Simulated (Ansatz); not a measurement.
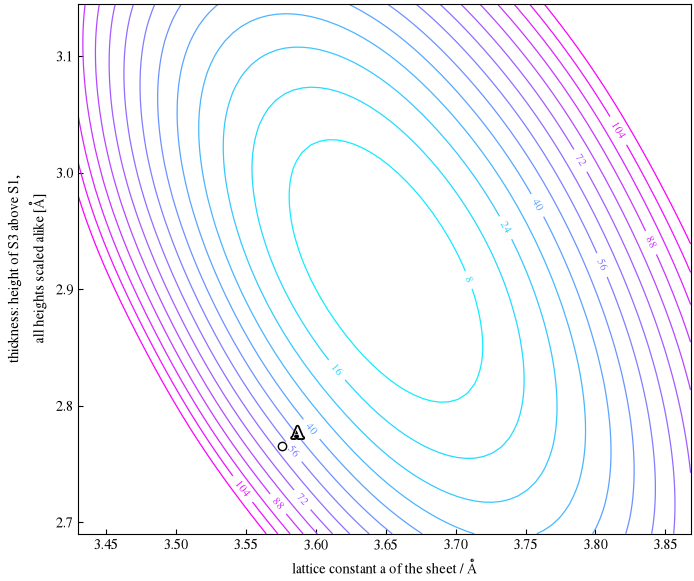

A two-dimensional sheet of ZrS₂ (3 atoms in the cell). The lattice constant and the thickness of a sheet are varied, nothing relaxed. The first coordinate is: lattice constant a of the sheet (both vectors scaled alike); the second: thickness: height of S3 above S1, all heights scaled alike. The scan uses a 7 × 7 grid. Points are written as (first, second). Energies are in meV/atom, from the lowest grid point. Level of theory: DFT PBE+D3(BJ), scalar-relativistic, plane waves, PAW (Ansatz 0.2.0). Settings: cutoff 420 eV, k-mesh 9×9×1, gaussian smearing 0.02 eV, no spin polarisation.

In the figure: contour lines labelled in meV/atom (none above 112), the point A. Between grid points the surface is interpolated.

Question: Is A at rest? If not, where is it pushed?

Answer: A, at (3.576 Å, 2.765 Å), is not a stationary point. The computed force is 730 meV/atom for each Å towards larger values of the first coordinate and 470 meV/atom for each Å towards larger values of the second coordinate.

PAW datasets: the set soft_1.
